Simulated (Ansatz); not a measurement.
# Single-point calculation, with input and output: MoS2 (part 1 of 3)

System: MoS2 (P6₃/mmc, 6 atoms in the cell).
Method: DFT PBE, scalar-relativistic, plane waves, PAW, spin-polarised (Ansatz 0.2.0).

The structure derives from an entry of the Crystallography Open Database. It belongs to a series of runs on one base structure; here: random orbitals: random, high filling. Figures and captions count atoms from 1; the log counts them from 0 in places.

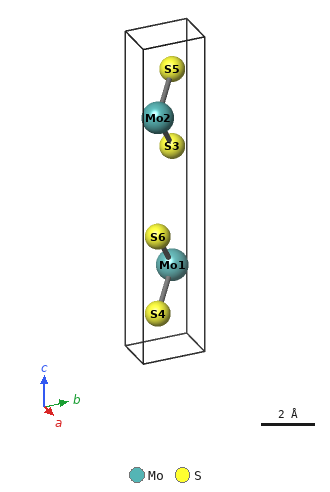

*The structure (ball-and-stick view of the cell of the calculation, seen slightly off an axis; atoms are numbered from 1 in the order of the input).*

Near neighbours in the crystal (not all of them lie inside the picture): Mo has 6 S at 2.37 Å; S has 3 Mo at 2.37 Å.

Summary:

- outcome: converged
- space group (tolerance 0.01 Å): P6₃/mmc (194)
- electrons treated: 52
- free energy: −13525.3923 eV
- Fermi energy: 11.662 eV
- gap on the k-point mesh: 0.98 eV
- net moment of the cell: 0.00 μB
- integrated absolute moment: 0.00 μB
- pressure: 8.88 GPa
- largest force (length of the vector): 1.215 eV/Å
- hardware: 4 threads of AMD EPYC (Zen 3), 189 GiB of memory available, shared host
- wall time: 2.3 min (CPU time 8.5 min)
- peak memory: 0.68 GiB

Notes:

Warnings of the run: some starting moments were not kept; the typed occupations were not kept; the occupation matrices lower the symmetry.

Input file:
```yaml
crystal:
  lattice:
    - [3.16100152, 0.0, 0.0]
    - [-1.58050076, 2.73750762, 0.0]
    - [0.0, 0.0, 12.2949997]
  atoms:
    - { symbol: Mo, position: [0.3333333333, 0.6666666667, 0.25], spin: 2.0 }
    - { symbol: Mo, position: [0.6666666667, 0.3333333333, 0.75], spin: -2.0 }
    - { symbol: S, position: [0.3333333333, 0.6666666667, 0.6275] }
    - { symbol: S, position: [0.6666666667, 0.3333333333, 0.1275] }
    - { symbol: S, position: [0.3333333333, 0.6666666667, 0.8725] }
    - { symbol: S, position: [0.6666666667, 0.3333333333, 0.3725] }
basis:
  ecutwfc: 420
  ecutrho_ratio: 4
kpoints:
  mp_grid: { grid: [7, 7, 2] }
hamiltonian:
  xc: pbe
  hubbard:
    sites:
      - { site: 0, l: d, u_eff: 0.0, starting_ns: [{ spin: up, occupation_matrix: s0up }, { spin: down, occupation_matrix: s0down }] }
      - { site: 1, l: d, u_eff: 0.0, starting_ns: [{ spin: up, occupation_matrix: s1up }, { spin: down, occupation_matrix: s1down }] }
    occupation_matrices:
      s0up:
        matrix:
          - [0.05472, -0.08681, -0.10788, -0.11211, -0.00631]
          - [-0.08681, 0.31035, 0.12884, 0.36979, -0.17507]
          - [-0.10788, 0.12884, 0.6258, 0.1763, 0.38626]
          - [-0.11211, 0.36979, 0.1763, 0.49123, -0.21264]
          - [-0.00631, -0.17507, 0.38626, -0.21264, 0.51789]
      s0down:
        matrix:
          - [0.02, 0.0, 0.0, 0.0, 0.0]
          - [0.0, 0.02, 0.0, 0.0, 0.0]
          - [0.0, 0.0, 0.02, 0.0, 0.0]
          - [0.0, 0.0, 0.0, 0.02, 0.0]
          - [0.0, 0.0, 0.0, 0.0, 0.02]
      s1up:
        matrix:
          - [0.02, 0.0, 0.0, 0.0, 0.0]
          - [0.0, 0.02, 0.0, 0.0, 0.0]
          - [0.0, 0.0, 0.02, 0.0, 0.0]
          - [0.0, 0.0, 0.0, 0.02, 0.0]
          - [0.0, 0.0, 0.0, 0.0, 0.02]
      s1down:
        matrix:
          - [0.10397, -0.08918, 0.04738, -0.15779, 0.19396]
          - [-0.08918, 0.12812, -0.14766, 0.19197, -0.15625]
          - [0.04738, -0.14766, 0.75411, -0.26615, -0.2522]
          - [-0.15779, 0.19197, -0.26615, 0.36088, -0.27395]
          - [0.19396, -0.15625, -0.2522, -0.27395, 0.65292]
    ns_hold: until_converged
scf:
  occupations: { method: gaussian, width: 0.05 }
  lower_state_search: "off"
  max_iter: 150
output:
  forces: true
  stress: true
  eigenvalues: true
  populations: true
  hubbard: { sites: [{ site: 0, l: d }, { site: 1, l: d }] }
  write_density: true
  write_potential: true
  elf: true
  volumetric_format: npy
magnetization:
  spin_polarized: true
```

Launch command:
```bash
ansatz run input.yaml --threads 4 --pin off --max-ram 6144MiB --backend cpu --events-out ev --progress --plain --runs-dir out
```

Log:
```
Warning: crystal.symmetry: narrowed to the stabiliser of the occupation matrices — unitary ops 12 → 1, anti-unitary 12 → 0; lowered by the specified shells (site 0, l: d), (site 1, l: d); largest admitted image defect 4.4e-16, smallest excluded 4.6e-1 — at a splitting's scale: the group the occupation matrices' own texture admits
Mo: projections on atomic orbitals take those of the free atom [Ar 3d10] 4s2 4p6 4d5 5s1, of charge +0.00 (hamiltonian.pseudopotentials.projection_atoms); the dataset's partial waves leave at most 6.0e-6 of an orbital's norm unspanned inside its sphere
S: projections on atomic orbitals take those of the free atom [Ne] 3s2 3p4, of charge +0.00 (hamiltonian.pseudopotentials.projection_atoms); the dataset's partial waves leave at most 1.6e-7 of an orbital's norm unspanned inside its sphere
Engine: ansatz 0.2.0, x86_64-unknown-linux-gnu
Pseudopotentials: kind: paw
Pseudopotential: Mo, paw, valence charge 14, recommended cutoff 420 eV (normal), Mo.paw.azcp
Pseudopotential: S, paw, valence charge 6, recommended cutoff 420 eV (normal), S.paw.azcp
Functional definition: PBE
  parameter kappa = 0.804
  parameter beta = 0.06672455060314922
  exchange = pbe_x(kappa = kappa, mu = beta*pi^2/3)
  correlation = pbe_c(beta = beta)
Crystal: 6 atoms, lattice volume = 106.392 Å³
Basis set: ecut = 420 eV, 2057 PW (Γ), exchange–correlation on 48×48×180 points (8 copies of the dense FFT grid, shifted against one another)
Bands: 34, of which v1, the nominal top of the filled ones, is band 26 counted from 1 (25 counted from 0)
Symmetry: 1 space group operations
k-points: 50 of 98 (time reversal used)
Non-local potential: Mo, projectors of the file, l = 0: 3, l = 1: 2, l = 2: 2, l = 3: 1
Non-local potential: S, projectors of the file, l = 0: 2, l = 1: 2, l = 2: 2
PAW form: soft (Blöchl's): semilocal exchange-correlation on the pseudo side does not see the compensation charge
PAW one-centre angular grid: Mo, 590 points (default); XC on 64 Gauss nodes
PAW one-centre angular grid: S, 110 points (default); XC on 64 Gauss nodes
Initial density: superposition of atomic densities (chi_scale 0.1, normalization cell)
Starting moments: Σ|m| = 4 μB on 2 of 6 sites
Initial wavefunctions: pseudopotential atomic-orbital guess
Functional: x = pbe(κ = 0.804, μ = 0.2195149727645171), c = pbe(β = 0.06672455060314922)
```
